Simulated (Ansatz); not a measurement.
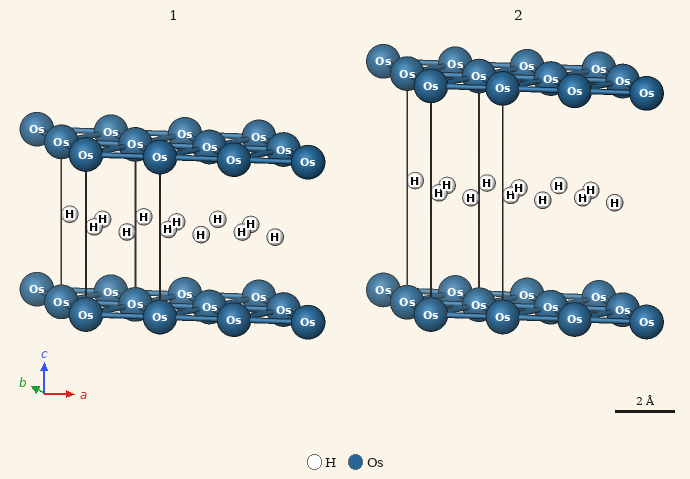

Two geometries of a crystal of H2Os (a generated structure, set up in P6/mmm) (coarse preliminary run), drawn at one scale. One is the start of a relaxation, the other its converged end. The picture is a ball-and-stick view of the cell of the calculation, repeated 3 × 2 × 1 with one cell outlined, seen slightly off an axis.

These are results of DFT PBE, scalar-relativistic, plane waves, PAW in Ansatz 0.2.0, not measurements. (plane-wave cutoff 420 eV; k-point mesh 9 × 9 × 4; occupations gaussian; smearing width 0.1 eV; no spin polarisation; cell and atoms relaxed; force threshold 0.04 eV/Å; at most 70 steps)

### Which one is relaxed?

Structure 2 is the relaxed one. After 12 accepted moves (15 points after the start) the energy has fallen by 0.205 eV per cell of the calculation. All forces vanish by symmetry, so only the cell relaxes. Pressure: −9.75 GPa at the start and 0.22 GPa at the end. The SCF was repeated 3 times at an unchanged geometry on a basis and grid sized afresh for the cell, which shifted the energy by 19.1 meV per cell of the calculation at most. The atoms keep their places relative to the cell (all moves are under 0.005 Å). The drawn cell changes as follows: a = b 2.587 → 2.511 Å (−2.9 %), c 5.577 → 7.970 Å (+42.9 %); the volume changes by +34.6 %. Near-neighbour distances that change, for instance: Os–Os 2.587 → 2.511 Å. The space group stays P6/mmm (No. 191).
